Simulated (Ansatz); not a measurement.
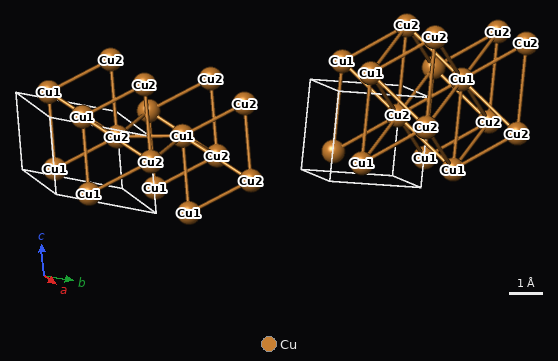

Two geometries of a crystal of Cu (built on the Bi_12 type) (coarse preliminary run), drawn at one scale. One is the start of a relaxation, the other its converged end. Style: ball-and-stick. Shown: the cell of the calculation, repeated 2 × 2 × 2 with one cell outlined, slightly off an axis.

These are results of Ansatz, DFT PBE, scalar-relativistic, plane waves, PAW, not measurements. Set-up: plane-wave cutoff 420 eV; k-point mesh 6 × 6 × 8; occupations gaussian; smearing width 0.1 eV; no spin polarisation; cell and atoms relaxed; force threshold 0.04 eV/Å; at most 70 steps.

Which one is relaxed?

The right one is the relaxed one. Case: Bi type (C2/m, No. 12). The largest moves relative to the cell, 0.28 Å, are those of Cu1 and Cu2. Cu1 goes along +c. The volume changes by +3.4 %, with a = b 3.242 → 2.936 Å (−9.4 %), c 2.365 → 2.782 Å (+17.7 %), α 104.9° → 90.0°, β 104.9° → 90.0°, γ 85.0° → 90.1°. Near-neighbour distances that change, for instance: Cu1–Cu2 3.368 → 2.498 Å, Cu1–Cu1 2.365 → 2.782 Å, Cu1–Cu2 (another image) 2.751 → 2.500 Å, Cu1–Cu2 (another image) 2.261 → 2.498 Å. New bonds form: Cu1–Cu2 (3.37 → 2.50 Å). The space group (tolerance 0.01 Å) goes from C2/m (No. 12) to I4/mmm (No. 139). After 10 accepted moves (12 points after the start) the energy has fallen by 388 meV per atom. The largest force component goes from 0.64 to 0.0033 eV/Å. The pressure goes from 19.39 to −0.20 GPa. At 2 points the geometry stayed and the basis and grid were re-selected for the new cell (energy shift of 40.6 meV per atom at most each time). The run took about 18 core-seconds on a shared host.
